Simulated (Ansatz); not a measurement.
**Run report: WSe, single-point calculation (part 2 of 2)**

WSe (4 atoms in the cell); DFT r2SCAN+U, scalar-relativistic, plane waves, PAW, Ueff = 6.2 eV on W d, spin-polarised (Ansatz 0.2.0); cutoff 500 eV, 12×12×6 k-mesh, Gaussian smearing of 0.1 eV, collinear spins. The structure was built on a prototype by a generator; it need not be a known phase. It belongs to a series of runs on one base structure; here: antiferromagnetic, doubled cell, propagation vector (0, 1/2, 1/2).

Geometry of the input (Å; fractional positions):
```
0.0000  2.8530  2.8530
5.7060  2.8530  2.8530
5.7060  5.7060  0.0000
W  0.0000  1.0000  1.0000
Se 0.5000  0.5000  0.0000
W  -0.0000  1.0000  0.5000
Se 0.5000  0.5000  0.5000
```

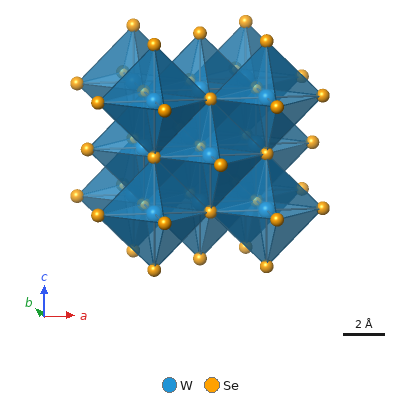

**Figure 1.** The structure as given in the input (polyhedral view of the cell 2 times as large as that of the calculation, set on its symmetry axes, seen slightly off an axis; polyhedra are completed across the faces of the cell). An atom can appear more than once, as a periodic image.

Log, continued
```
SCF iter   1: F=—  HF=-31730.090312 eV  |F-HF|=—  |Δ(HF+E_count)|=         —  Δρ=4.20e-2 (↑4.20e-2 ↓4.20e-2)  dr2=4.96e-1  dr2_τ=2.17e-1  dr2_m=1.38e0  M=0.000 μB ∫|m|=5.892 μB  β_m=1.00  ethr=8.26e-4  ⟨swp⟩=1.0  Hψ=17429  notcnv=0
preconditioner: auto → Kerker (q_TF=auto, 2.537 Å⁻¹)  [metal: Δε(μ)=0.004 eV  Ē_g=7.375 eV  σ=0.100 eV  W_gap=0.02  n_scr=28 (ndim 8)  ℏωp=18.9 eV  f_vac=0.000  D(μ)=3.52/eV (n_scr^D=28)]
spin=Collinear: Kerker preconditioning applied to the charge; magnetization (m = ρ↑ − ρ↓) channel mixes plain (no charge-response kernel on spin).
SCF iter   2: F=—  HF=-31735.485402 eV  |F-HF|=—  |Δ(HF+E_count)|=    5.40e0  Δρ=2.06e-2 (↑2.06e-2 ↓2.06e-2)  dr2=2.57e-1  dr2_τ=3.64e-2  dr2_m=2.85e-1  M=0.000 μB ∫|m|=7.716 μB  β_m=1.00  ethr=8.26e-4  ⟨swp⟩=3.3  Hψ=9037  notcnv=0  defer=28  κ⁻¹=1.0e0(r=1)
SCF iter   3: F=—  HF=-31737.902466 eV  |F-HF|=—  |Δ(HF+E_count)|=    2.42e0  Δρ=9.36e-3 (↑9.36e-3 ↓9.36e-3)  dr2=2.02e-1  dr2_τ=4.04e-3  dr2_m=1.92e-2  M=0.000 μB ∫|m|=8.160 μB  β_m=1.00  ethr=4.29e-4  ⟨swp⟩=2.6  Hψ=6804  notcnv=0  defer=186  κ⁻¹=2.5e-2(r=2)
SCF iter   4: F=—  HF=-31739.070371 eV  |F-HF|=—  |Δ(HF+E_count)|=    1.17e0  Δρ=2.71e-3 (↑2.71e-3 ↓2.71e-3)  dr2=2.54e-2  dr2_τ=5.13e-4  dr2_m=2.16e-3  M=0.000 μB ∫|m|=8.328 μB  β_m=1.00  ethr=3.36e-4  ⟨swp⟩=2.2  Hψ=6683  notcnv=0  defer=207  κ⁻¹=3.4e-3(r=3)
SCF iter   5: F=—  HF=-31739.671947 eV  |F-HF|=—  |Δ(HF+E_count)|=   6.02e-1  Δρ=1.95e-3 (↑1.95e-3 ↓1.95e-3)  dr2=8.62e-3  dr2_τ=1.42e-4  dr2_m=1.18e-3  M=0.000 μB ∫|m|=8.431 μB  β_m=1.00  ethr=4.24e-5  ⟨swp⟩=2.0  Hψ=5984  notcnv=0  defer=221  κ⁻¹=3.5e-4(r=4)
SCF iter   6: F=—  HF=-31739.993426 eV  |F-HF|=—  |Δ(HF+E_count)|=   3.21e-1  Δρ=1.02e-3 (↑1.02e-3 ↓1.02e-3)  dr2=1.38e-3  dr2_τ=1.25e-4  dr2_m=6.90e-4  M=0.000 μB ∫|m|=8.509 μB  β_m=1.00  ethr=1.44e-5  ⟨swp⟩=2.1  Hψ=7551  notcnv=0  defer=221  κ⁻¹=5.4e-5(r=5)
SCF iter   7: F=—  HF=-31740.160445 eV  |F-HF|=—  |Δ(HF+E_count)|=   1.67e-1  Δρ=8.79e-4 (↑8.79e-4 ↓8.79e-4)  dr2=2.31e-3  dr2_τ=4.70e-5  dr2_m=3.67e-4  M=0.000 μB ∫|m|=8.562 μB  β_m=1.00  ethr=2.30e-6  ⟨swp⟩=2.5  Hψ=6849  notcnv=0  defer=227  κ⁻¹=2.9e-5(r=6)
SCF iter   8: F=—  HF=-31740.248829 eV  |F-HF|=—  |Δ(HF+E_count)|=   8.84e-2  Δρ=5.76e-4 (↑5.76e-4 ↓5.76e-4)  dr2=9.60e-4  dr2_τ=9.91e-6  dr2_m=1.44e-4  M=0.000 μB ∫|m|=8.597 μB  β_m=0.30  ethr=2.30e-6  ⟨swp⟩=2.2  Hψ=6758  notcnv=0  defer=228
Mixer restart at iter 8: flushing history
spin-set hold released at iteration 8 (site moments contracting): the magnetisation degrees of freedom join the quasi-Newton model from the next iteration; the mixer history was flushed
SCF iter   9: F=—  HF=-31740.296518 eV  |F-HF|=—  |Δ(HF+E_count)|=   4.77e-2  Δρ=7.38e-4 (↑7.38e-4 ↓7.38e-4)  dr2=1.49e-3  dr2_τ=1.25e-5  dr2_m=2.76e-4  M=0.000 μB ∫|m|=8.621 μB  β_m=0.30  ethr=1.60e-6  ⟨swp⟩=1.9  Hψ=4690  notcnv=0  defer=230  κ⁻¹=1.0e0(r=1)
SCF iter  10: F=—  HF=-31740.351158 eV  |F-HF|=—  |Δ(HF+E_count)|=   5.46e-2  Δρ=9.37e-4 (↑9.37e-4 ↓9.37e-4)  dr2=2.31e-3  dr2_τ=7.63e-6  dr2_m=4.49e-4  M=0.000 μB ∫|m|=8.686 μB  β_m=0.30  ethr=1.60e-6  ⟨swp⟩=2.7  Hψ=7535  notcnv=0  defer=237  κ⁻¹=1.1e-3(r=2)
SCF iter  11: F=—  HF=-31740.352389 eV  |F-HF|=—  |Δ(HF+E_count)|=   1.23e-3  Δρ=3.09e-4 (↑3.09e-4 ↓3.09e-4)  dr2=3.08e-4  dr2_τ=1.97e-6  dr2_m=3.21e-5  M=0.000 μB ∫|m|=8.704 μB  β_m=0.30  ethr=1.60e-6  ⟨swp⟩=2.2  Hψ=7088  notcnv=0  defer=236  κ⁻¹=2.6e-4(r=3)
SCF iter  12: F=—  HF=-31740.352425 eV  |F-HF|=—  |Δ(HF+E_count)|=   3.59e-5  Δρ=2.28e-4 (↑2.28e-4 ↓2.28e-4)  dr2=6.15e-5  dr2_τ=1.62e-6  dr2_m=2.67e-5  M=0.000 μB ∫|m|=8.711 μB  β_m=0.30  ethr=5.13e-7  ⟨swp⟩=2.0  Hψ=5494  notcnv=0  defer=237  κ⁻¹=2.2e-4(r=4)
SCF iter  13: F=—  HF=-31740.352498 eV  |F-HF|=—  |Δ(HF+E_count)|=   7.33e-5  Δρ=4.56e-5 (↑4.56e-5 ↓4.56e-5)  dr2=4.36e-6  dr2_τ=1.34e-7  dr2_m=3.37e-7  M=0.000 μB ∫|m|=8.712 μB  β_m=0.30  ethr=1.03e-7  ⟨swp⟩=2.0  Hψ=6614  notcnv=0  defer=239  κ⁻¹=1.7e-5(r=5)
SCF iter  14: F=—  HF=-31740.352499 eV  |F-HF|=—  |Δ(HF+E_count)|=   1.48e-6  Δρ=3.67e-5 (↑3.67e-5 ↓3.67e-5)  dr2=2.15e-6  dr2_τ=5.47e-8  dr2_m=4.31e-7  M=0.000 μB ∫|m|=8.712 μB  β_m=0.30  ethr=7.27e-9  ⟨swp⟩=2.0  Hψ=6353  notcnv=0  defer=241  κ⁻¹=6.0e-6(r=6)
SCF iter  15: F=—  HF=-31740.352501 eV  |F-HF|=—  |Δ(HF+E_count)|=   2.13e-6  Δρ=1.83e-5 (↑1.83e-5 ↓1.83e-5)  dr2=6.99e-7  dr2_τ=1.04e-8  dr2_m=1.25e-7  M=0.000 μB ∫|m|=8.712 μB  β_m=0.30  ethr=3.59e-9  ⟨swp⟩=2.0  Hψ=6365  notcnv=0  defer=241  κ⁻¹=1.4e-6(r=7)
SCF iter  16: F=—  HF=-31740.352502 eV  |F-HF|=—  |Δ(HF+E_count)|=   5.72e-7  Δρ=6.36e-6 (↑6.36e-6 ↓6.36e-6)  dr2=5.79e-8  dr2_τ=1.51e-9  dr2_m=1.00e-8  M=0.000 μB ∫|m|=8.712 μB  β_m=0.30  ethr=1.67e-10  ⟨swp⟩=9.2  Hψ=17625  notcnv=0  κ⁻¹=1.6e-7(r=8)
SCF iter  17: F=-31740.352502 eV  HF=-31740.352502 eV  |F-HF|=5.17e-8  |Δ(HF+E_count)|=   3.09e-8  Δρ=5.21e-6 (↑5.21e-6 ↓5.21e-6)  dr2=3.37e-8  dr2_τ=9.57e-10  dr2_m=7.21e-9  M=0.000 μB ∫|m|=8.712 μB  ethr=9.64e-11  ⟨swp⟩=3.5  Hψ=10304  notcnv=0
SCF 1 converged in 17 iterations: F = -31740.352502 eV  dr2 = 3.37e-8
  greatest PAW one-centre occupation: 1.000 electrons in one spin orbital (limit 2), on the Se atom at site 3 (counted from 0), in its partial waves of l = 2
Symmetry: 8 space group operations
k-points: 154 of 864
Initial density: read from a saved state, or passed on in memory by an earlier SCF of this step, an earlier step, the calling program or the single point that the run made first
Starting moments: Σ|m| = 2 μB on 2 of 4 sites; this step starts from the density that it was given
Initial wavefunctions: those read from a saved state, or passed on in memory by an earlier step or the calling program
the translation (0, 0, 0.5) carries every atom to within crystal.symmetry.tolerance of an atom of its element with the starting moment reversed, but both spin channels are solved: the run starts from a saved state that isn't shown to keep it, or this solve from the single point that its walk made first
iter 1 solved again at ethr=5.62e-11 eV; its pass at ethr=1.67e-6 eV (dr2=3.37e-8 eV) is discarded
SCF iter   1: F=-31740.352502 eV  HF=-31740.352502 eV  |F-HF|=5.17e-8  |Δ(HF+E_count)|=         —  Δρ=5.21e-6 (↑5.21e-6 ↓5.21e-6)  dr2=3.37e-8  dr2_τ=9.56e-10  dr2_m=7.21e-9  M=0.000 μB ∫|m|=8.712 μB  ethr=5.62e-11  ⟨swp⟩=1.0  Hψ=52341  notcnv=0
preconditioner: auto → Kerker (q_TF=auto, 2.537 Å⁻¹)  [metal: Δε(μ)=0.055 eV  Ē_g=9.979 eV  σ=0.100 eV  W_gap=0.29  n_scr=28 (ndim 8)  ℏωp=18.9 eV  f_vac=0.000  D(μ)=1.26/eV (n_scr^D=6)]
spin=Collinear: Kerker preconditioning applied to the charge; magnetization (m = ρ↑ − ρ↓) channel mixes plain (no charge-response kernel on spin).
SCF iter   2: F=-31740.352502 eV  HF=-31740.352502 eV  |F-HF|=3.25e-9  |Δ(HF+E_count)|=   8.16e-8  Δρ=1.64e-6 (↑1.64e-6 ↓1.64e-6)  dr2=2.51e-9  dr2_τ=1.72e-10  dr2_m=1.39e-9  M=0.000 μB ∫|m|=8.712 μB  ethr=5.62e-11  ⟨swp⟩=1.0  Hψ=44102  notcnv=0
SCF 2 converged in 2 iterations: F = -31740.352502 eV  dr2 = 2.51e-9
  greatest PAW one-centre occupation: 1.000 electrons in one spin orbital (limit 2), on the Se atom at site 1 (counted from 0), in its partial waves of l = 2
the translation (0, 0, 0.5) carries every atom to within crystal.symmetry.tolerance of an atom of its element with the starting moment reversed, but both spin channels are solved: the run starts from a saved state that isn't shown to keep it, or this solve from the single point that its walk made first
iter 1 solved again at ethr=5.14e-11 eV; its pass at ethr=1.67e-6 eV (dr2=3.08e-8 eV) is discarded
SCF iter   1: F=-31740.352502 eV  HF=-31740.352502 eV  |F-HF|=5.17e-8  |Δ(HF+E_count)|=         —  Δρ=5.21e-6 (↑5.21e-6 ↓5.21e-6)  dr2=3.37e-8  dr2_τ=9.57e-10  dr2_m=7.21e-9  M=0.000 μB ∫|m|=8.712 μB  ethr=5.14e-11  ⟨swp⟩=1.0  Hψ=68191  notcnv=0
spin=Collinear: Kerker preconditioning applied to the charge; magnetization (m = ρ↑ − ρ↓) channel mixes plain (no charge-response kernel on spin).
SCF iter   2: F=-31740.352502 eV  HF=-31740.352502 eV  |F-HF|=3.23e-9  |Δ(HF+E_count)|=   8.16e-8  Δρ=1.64e-6 (↑1.64e-6 ↓1.64e-6)  dr2=2.54e-9  dr2_τ=1.74e-10  dr2_m=1.39e-9  M=0.000 μB ∫|m|=8.712 μB  ethr=5.14e-11  ⟨swp⟩=1.0  Hψ=28645  notcnv=0
SCF 3 converged in 2 iterations: F = -31740.352502 eV  dr2 = 2.54e-9
this state was not tested for a lower state beside it, because the mixer in use, unlike msr1, does not test its closes by its own steps (another_mixer; see scf.mixing.algorithm and scf.lower_state_search)
SCF converged after 17 iterations
Magnetization: 0.0000 μB (30.0000 up, 30.0000 down)
Absolute magnetization: 8.7127 μB (∫|ρ↑−ρ↓|, with the PAW one-centre terms)
Spin contamination: 4.2603 ħ² per cell (⟨S²⟩ above its minimum at these occupations)
Per-site moments (μB) at R_I (Å): [(3.1624066754294793, 1.1768648957690624), (0.08189091385632644, 1.1768648957690624), (-3.1624066754294793, 1.1768648957690624), (-0.08189091385632644, 1.1768648957690624)]
Free energy (F): -31740.352502 eV
Harris-Foulkes:  -31740.352502 eV  (|F-HF|=5.17e-8)
Internal energy: -31740.346214 eV  (E = F + TS)
E sigma→0 (E₀):  -31740.349358 eV
Entropy (-TS):   -0.006288 eV (-1.572 meV/atom)
Fermi energy:    12.048264 eV
--- Per-component energies (eV) ---
  E_band       = -1158.514374
  E_kinetic    = 1142.579445
  E_local      = -6468.642766  (includes V_loc(G=0)·N_el)
  E_nonlocal   = -1176.022575
  E_hartree    = 2957.739494
  E_xc         = -691.780367
  E_vxc        = -730.565940  (∫ρ·V_xc dr)
  E_hubbard    = 4.528290  (on-site DFT+U / exact-exchange correction)
  E_vhub       = -20.158339  (the Hubbard potential's part of the band-sum identity)
  E_paw        = -21042.238025  (= ΣΔE_a)
  E_vpaw       = 139.529562  (= ΣTr[D̂ρ^β])
  E_aug_tail   = -0.000517  (compensation charges beyond the density's cutoff)
  E_vtau       = 39.289586  (kinetic-family band-sum trace: ∫τ·v_τ [+ j·A + Jᵃ·Aᵃ] dr)
  E_ewald      = -6461.803754
  E_core_change = -4.705438  (= ΣΔE_core)
  E_smearing   = -0.006288  (= −TS)
  E_closure    = -0.000000  (closes the sum)
  Σ components = -31740.352502   (vs F -31740.352502, Δ=0.00e0)
--- Forces (eV/Å), atoms counted from 1 ---
  atom   1  W      0.00000000    -0.00000000     0.00000000
  atom   2  Se     0.00000000     0.00000000    -0.00000000
  atom   3  W      0.00000000     0.00000000     0.00000000
  atom   4  Se    -0.00000000    -0.00000000     0.00000000
  max |Σ_I F_I| component: 3.47e-29 eV/Å
--- Stress (GPa, compression-positive) ---
        0.216838       0.000000       0.000000
        0.000000      -1.653498      -0.000000
        0.000000      -0.000000      -1.653498
  P = ⅓ Tr σ = -1.0301 GPa (-10.301 kbar)
--- Band table (eV; the first three rows and the last of 200) ---
  k-point 0 ↑: bands = ["-64.0694", "-62.3093", "-36.9385", "-36.9376", "-36.9226", "-36.9076", "-36.9076", "-36.9029", "-36.9029", "-36.8997", "-36.8864", "-36.8764", "-28.1180", "-28.1180", "-28.0837", "-25.5763", "-25.5763", "-25.4297", "-2.8082", "-1.9148", "6.4031", "6.8920", "7.7957", "7.7957", "8.7869", "8.7869", "10.0131", "10.0292", "10.0292", "10.0614", "10.1180", "11.6805", "14.0823", "15.1998", "16.0045", "16.9551", "17.4189", "17.4189"]
  k-point 1 ↑: bands = ["-64.0693", "-62.3094", "-36.9388", "-36.9377", "-36.9226", "-36.9075", "-36.9075", "-36.9030", "-36.9029", "-36.8997", "-36.8865", "-36.8762", "-28.1221", "-28.1173", "-28.0831", "-25.5797", "-25.5755", "-25.4298", "-2.6599", "-1.8509", "6.2548", "6.6059", "7.8248", "8.0351", "8.2050", "8.2090", "8.7236", "9.2342", "10.1491", "10.2693", "11.8077", "13.2539", "14.8235", "15.8308", "16.5287", "17.1537", "17.3036", "17.3959"]
  k-point 2 ↑: bands = ["-64.0697", "-62.3089", "-36.9393", "-36.9378", "-36.9226", "-36.9075", "-36.9075", "-36.9031", "-36.9030", "-36.8998", "-36.8865", "-36.8758", "-28.1293", "-28.1158", "-28.0820", "-25.5874", "-25.5741", "-25.4300", "-2.3099", "-1.7439", "5.5036", "6.2266", "7.3192", "7.4303", "7.8840", "8.3224", "8.4376", "8.9283", "10.3358", "10.3359", "13.8653", "15.2440", "15.8795", "16.6680", "17.1309", "17.3409", "17.9002", "18.1694"]
  k-point 99 ↓: bands = ["-64.0682", "-62.3092", "-36.9391", "-36.9377", "-36.9224", "-36.9077", "-36.9077", "-36.9029", "-36.9029", "-36.8995", "-36.8863", "-36.8753", "-28.1311", "-28.1311", "-28.0816", "-25.5884", "-25.5884", "-25.4279", "-1.8819", "-1.8165", "6.8671", "6.8671", "7.0997", "7.0997", "8.6197", "8.7935", "8.7935", "8.8050", "8.8482", "9.9926", "11.4845", "11.6229", "14.2208", "16.6295", "16.6295", "16.9412", "17.4287", "18.6852"]
Occupation matrices written to [file]
--- Löwdin populations: 4 sites ---
  site symbol       q [e]    m [muB]
     0      W     13.3618     4.2624
     1     Se     16.5475     0.1443
     2      W     13.3618    -4.2624
     3     Se     16.5475    -0.1443
  spilling = 0.003023 (of n_electrons = 60.000000)
```

File populations.tsv
```
# site	symbol	l	j	q_up	q_dn
# orbitals = lowdin
# n_electrons = 60.000000
# spilling = 0.003023
# projection_atom_W: [Kr 4d10 4f14] 5s2 5p6 5d4 6s2
# projection_atom_Se: [Ar] 3d10 4s2 4p4
0	W	0_5S	-	0.996860	0.996782
0	W	0_6S	-	0.429389	0.229201
0	W	1_5P	-	2.997751	2.998603
0	W	2_5D	-	4.388088	0.325116
1	Se	0_4S	-	0.917925	0.921588
1	Se	1_4P	-	2.428085	2.280131
1	Se	2_3D	-	4.999868	4.999908
2	W	0_5S	-	0.996782	0.996860
2	W	0_6S	-	0.229201	0.429389
2	W	1_5P	-	2.998603	2.997751
2	W	2_5D	-	0.325116	4.388088
3	Se	0_4S	-	0.921588	0.917925
3	Se	1_4P	-	2.280131	2.428085
3	Se	2_3D	-	4.999908	4.999868
```

Results in brief

| quantity | value |
| --- | --- |
| outcome | converged |
| space group (tolerance 0.01 Å) | Fm-3m (225) |
| electrons treated | 60 |
| free energy | −31740.3525 eV |
| Fermi energy | 12.048 eV |
| gap on the k-point mesh | none (metallic) |
| net moment of the cell | 0.00 μB |
| integrated absolute moment | 8.71 μB |
| pressure | −1.03 GPa |
| largest force (length of the vector) | under 0.001 eV/Å |
| hardware | 1 thread of Oxide Virtual Turin-like (Zen 5), 32 GiB of memory available, shared host |
| wall time | 2.6 min |
| peak memory | 1.7 GiB |

The electronic state found may not be the lowest one. Notes on the run: the search outside the symmetry group is no proof of a minimum; the state was not tested for a lower one. Spin–orbit coupling is left out, which matters for W.
